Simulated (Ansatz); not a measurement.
# Band-structure calculation, with input and output: W

System: W (1 atom in the cell).
Method: DFT, PBEsol, all-electron LAPW, scalar-relativistic, no spin polarisation (Ansatz 0.2.0).

The structure derives from an entry of the Crystallography Open Database. It belongs to a series of runs on one base structure; here: functional pbesol.

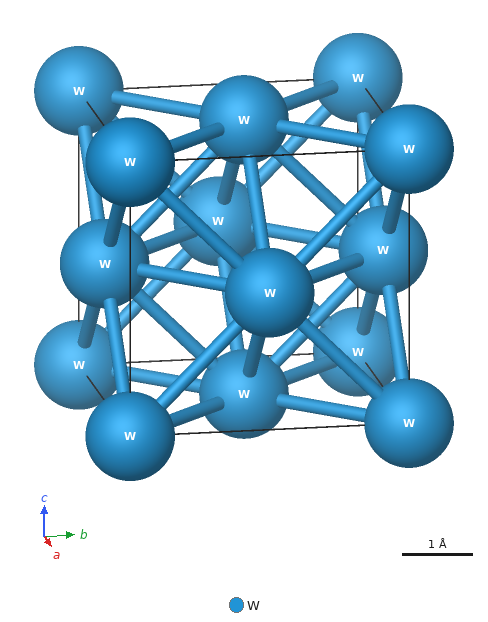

The structure (ball-and-stick view of the cell 4 times as large as that of the calculation, set on its symmetry axes, seen slightly off an axis). An atom can appear more than once, as a periodic image.

## The input
```yaml
crystal:
  lattice:
    - [0.0, 2.03, 2.03]
    - [2.03, 0.0, 2.03]
    - [2.03, 2.03, 0.0]
  atoms:
    - { symbol: W, position: [0.0, 0.0, 0.0] }
kpoints:
  mp_grid: { grid: [14, 14, 14] }
  band_path:
    path:
      - [0.0, 0.0, 0.0]
      - [0.5, 0.0, 0.5]
      - [0.625, 0.25, 0.625]
      - [0.375, 0.375, 0.75]
      - [0.0, 0.0, 0.0]
      - [0.5, 0.5, 0.5]
      - [0.5, 0.25, 0.75]
      - [0.5, 0.0, 0.5]
    npoints: 5
scf:
  occupations: { method: fermi_dirac, width: 0.05 }
hamiltonian:
  xc: pbesol
  pseudopotentials: { kind: all_electron, lapw: { basis_error: 0.00025 } }
output:
  forces: true
  stress: true
  eigenvalues: true
```

Hardware: 1 thread of Arm Neoverse V1, 24 GiB of memory available, shared host.

Run as:
```bash
ansatz run input.yaml --threads 1 --pin off --max-ram 2048MiB --backend cpu --events-out ev --progress --plain --runs-dir out
```

## Output
```
LAPW: plane waves up to 8.796 Å⁻¹, error target 2.5e-4 eV per atom; small_component_spin mean_spin; W in spheres of 1.435 Å, 44 of its electrons in bands, Dirac shells [] (how accurate: hamiltonian.pseudopotentials.lapw.basis_error, Limitations)
Engine: ansatz 0.2.0, aarch64-unknown-linux-gnu
Pseudopotentials: kind: all_electron
Pseudopotential: W, LAPW, valence charge 44, lapw/all_electron/scalar/gaussian/W, Koelling and Harmon's equation, gaussian nucleus
Functional definition: PBEsol
  exchange = pbesol_x
  correlation = pbesol_c
Crystal: 1 atoms, lattice volume = 16.731 Å³
Basis set: ecut = 294.77031244755113 eV, 181 PW (Γ), exchange–correlation at level 2
Bands: 27, of which v1, the nominal top of the filled ones, is band 22 counted from 1 (21 counted from 0)
Symmetry: 48 space group operations
Space group: Fm-3m (ITA 225), of the structure as read, at distance tolerance 2.6e-5 Å
k-points: 104 of 2744
Non-local potential: W, projectors of the file, none
Initial density: superposition of atomic densities (chi_scale 0.1, normalization cell)
Initial wavefunctions: plane waves of lowest kinetic energy (no species holds an atomic orbital)
Functional: x = pbesol(κ = 0.804, μ = 0.12345679012345678), c = pbesol(β = 0.046)
iter 1 solved again at ethr=1.90e-4 eV; its pass at ethr=1.00e-1 eV (dr2=8.36e-2 eV) is discarded
SCF iter   1: F=—  HF=-439073.688826 eV  |F-HF|=—  |Δ(HF+E_count)|=         —  Δρ=3.09e-2  dr2=8.40e-2  ethr=1.90e-4  ⟨swp⟩=3.0  Hψ=17280  notcnv=0
preconditioner: auto → Kerker (q_TF=auto, 3.205 Å⁻¹)  [metal: Δε(μ)=0.019 eV  Ē_g=31.039 eV  σ=0.050 eV  W_gap=0.09  n_scr=14 (ndim 8)  ℏωp=46.3 eV  f_vac=0.000  D(μ)=1.30/eV (n_scr^D=14)]
SCF iter   2: F=—  HF=-439073.485304 eV  |F-HF|=—  |Δ(HF+E_count)|=   2.04e-1  Δρ=1.50e-2  dr2=2.42e-2  ethr=1.90e-4  ⟨swp⟩=2.0  Hψ=8758  notcnv=0
SCF iter   3: F=—  HF=-439073.469816 eV  |F-HF|=—  |Δ(HF+E_count)|=   1.55e-2  Δρ=9.70e-3  dr2=1.14e-2  ethr=5.51e-5  ⟨swp⟩=2.0  Hψ=8087  notcnv=0
SCF iter   4: F=—  HF=-439073.465825 eV  |F-HF|=—  |Δ(HF+E_count)|=         —  Δρ=5.62e-3  dr2=4.36e-3  ethr=2.59e-5  ⟨swp⟩=2.0  Hψ=8122  notcnv=0
the basis was enlarged: its passes take 1.4 MiB over the memory plan, 1 of 1 planned eigensolver slots
iter 5 solved again at ethr=8.24e-7 eV; its pass at ethr=9.91e-6 eV (dr2=3.63e-4 eV) is discarded
SCF iter   5: F=—  HF=-439073.465655 eV  |F-HF|=—  |Δ(HF+E_count)|=   1.71e-4  Δρ=1.47e-3  dr2=3.62e-4  ethr=8.24e-7  ⟨swp⟩=2.0  Hψ=13895  notcnv=0
SCF iter   6: F=—  HF=-439073.465676 eV  |F-HF|=—  |Δ(HF+E_count)|=   2.11e-5  Δρ=3.64e-4  dr2=2.01e-5  ethr=8.23e-7  ⟨swp⟩=2.0  Hψ=8261  notcnv=0
SCF iter   7: F=—  HF=-439073.465674 eV  |F-HF|=—  |Δ(HF+E_count)|=   1.23e-6  Δρ=1.02e-4  dr2=1.87e-6  ethr=4.56e-8  ⟨swp⟩=2.0  Hψ=8261  notcnv=0
SCF iter   8: F=-439073.465674 eV  HF=-439073.465674 eV  |F-HF|=2.71e-8  |Δ(HF+E_count)|=   3.58e-7  Δρ=2.42e-5  dr2=8.72e-8  ethr=4.25e-9  ⟨swp⟩=2.0  Hψ=8261  notcnv=0
SCF 1 converged in 8 iterations: F = -439073.465674 eV  dr2 = 8.72e-8
```

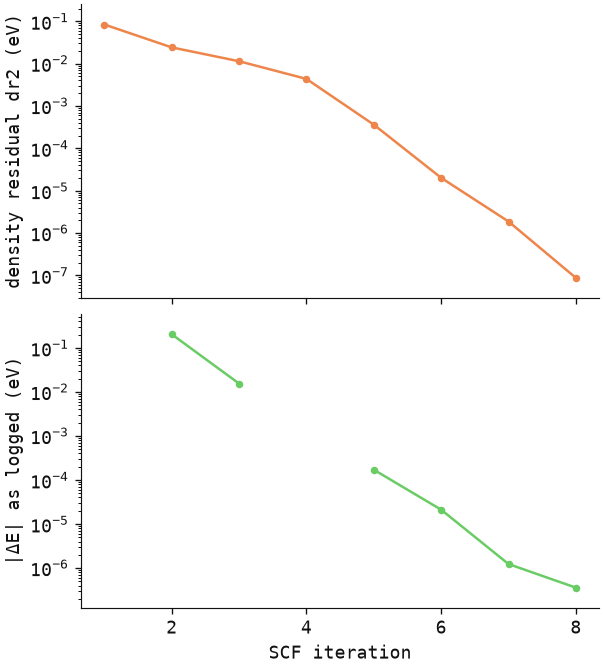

Convergence of the self-consistent field: density residual dr2 and size of the energy change against the SCF iteration. The residual falls at every step.

```
NSCF: frozen V_eff on 36 k-points
SCF converged after 8 iterations
Free energy (F): -439073.465674 eV
Harris-Foulkes:  -439073.465674 eV  (|F-HF|=2.71e-8)
Internal energy: -439073.455141 eV  (E = F + TS)
E sigma→0 (E₀):  -439073.460407 eV
Entropy (-TS):   -0.010533 eV (-10.533 meV/atom)
Fermi energy:    26.820468 eV
--- Per-component energies (eV) ---
  E_band       = -4425.099461
  E_kinetic    = 491692.431178
  E_xc         = -8702.904304
  E_electrostatic = -922062.982015  (all electrons and nuclei)
  E_smearing   = -0.010533  (= −TS)
  E_closure    = 0.000000  (closes the sum)
  E_atoms      = -439061.712185  (free atoms, spherical and without spin; not in F)
  Σ components = -439073.465674   (vs F -439073.465674, Δ=0.00e0)
  Basis errors (estimates in eV, not in F): energy 5.4e-5 per atom: plane waves 4.5e-5 (2.3e-5 summed), levels above the bands 2.5e-111, relativity 6.6e-9, radial functions 9.7e-6, core shells 5.2e-9; eigenvalues (radial functions only) 1.2e-6; not estimated: angular momenta, meshes, grids; target (lapw.basis_error) 2.5e-4; muffin-tin radii W 1.435 Å
--- Forces (eV/Å), atoms counted from 1 ---
  atom   1  W     -0.00000000     0.00000000     0.00000000
  max |Σ_I F_I| component: 2.17e-30 eV/Å
--- Stress (GPa, compression-positive) ---
      -12.519236      -0.000000      -0.000000
       -0.000000     -12.519236      -0.000000
       -0.000000      -0.000000     -12.519236
  P = ⅓ Tr σ = -12.5192 GPa (-125.192 kbar)
--- Band table (eV; the first three rows and the last of 104) ---
  k-point 0: bands = ["-390.3100", "-390.3100", "-390.3100", "-205.6102", "-205.6102", "-205.5878", "-205.5878", "-205.5878", "-46.7572", "-10.4469", "-10.4469", "-10.4469", "-0.9757", "-0.9757", "-0.9757", "-0.9605", "-0.9280", "-0.9280", "-0.9280", "17.9457", "26.2953", "26.2953", "26.2953", "29.3290", "29.3290", "39.6113", "44.6685"]
  k-point 1: bands = ["-390.3100", "-390.3100", "-390.3100", "-205.6102", "-205.6102", "-205.5878", "-205.5878", "-205.5878", "-46.7524", "-10.5040", "-10.4542", "-10.4542", "-0.9760", "-0.9747", "-0.9747", "-0.9592", "-0.9298", "-0.9298", "-0.9279", "18.1648", "26.1303", "26.3972", "26.3972", "29.2389", "29.2389", "40.0437", "43.7423"]
  k-point 2: bands = ["-390.3100", "-390.3100", "-390.3100", "-205.6102", "-205.6102", "-205.5878", "-205.5878", "-205.5878", "-46.7388", "-10.6617", "-10.4747", "-10.4747", "-0.9769", "-0.9721", "-0.9721", "-0.9552", "-0.9349", "-0.9349", "-0.9277", "18.7832", "25.7432", "26.6314", "26.6314", "29.0850", "29.0850", "41.0353", "42.3605"]
  k-point 103: bands = ["-390.3100", "-390.3100", "-390.3100", "-205.6102", "-205.6102", "-205.5878", "-205.5878", "-205.5878", "-46.6267", "-11.2261", "-11.0879", "-10.8536", "-0.9638", "-0.9604", "-0.9604", "-0.9595", "-0.9584", "-0.9563", "-0.9239", "23.0695", "24.2544", "25.5623", "28.2932", "32.4809", "36.7579", "36.7669", "37.7810"]
```

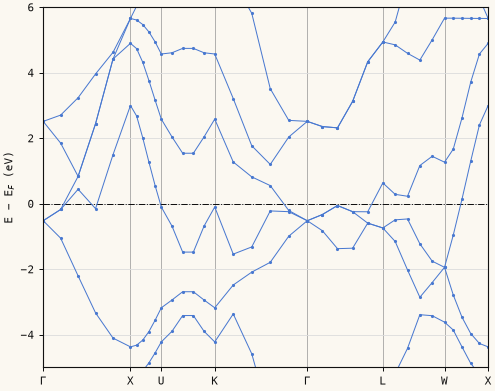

Band structure along Γ–X–U–K–Γ–L–W–X, with energies from the Fermi level. Bands cross the Fermi level: a metal at this level of theory.

## Summary

```csv
quantity,value
outcome,converged
space group (tolerance 0.01 Å),Fm-3m (225)
electrons in bands (core shells apart),44
free energy,−439073.4657 eV
Fermi energy,26.820 eV
pressure,−12.52 GPa
electronic character,metal
largest force (length of the vector),under 0.001 eV/Å
wall time,22 s
peak memory,0.36 GiB
```

Spin–orbit coupling is left out, which matters for W. The cell is under a tension of 12.5 GPa at this level, so it is not at its equilibrium volume.
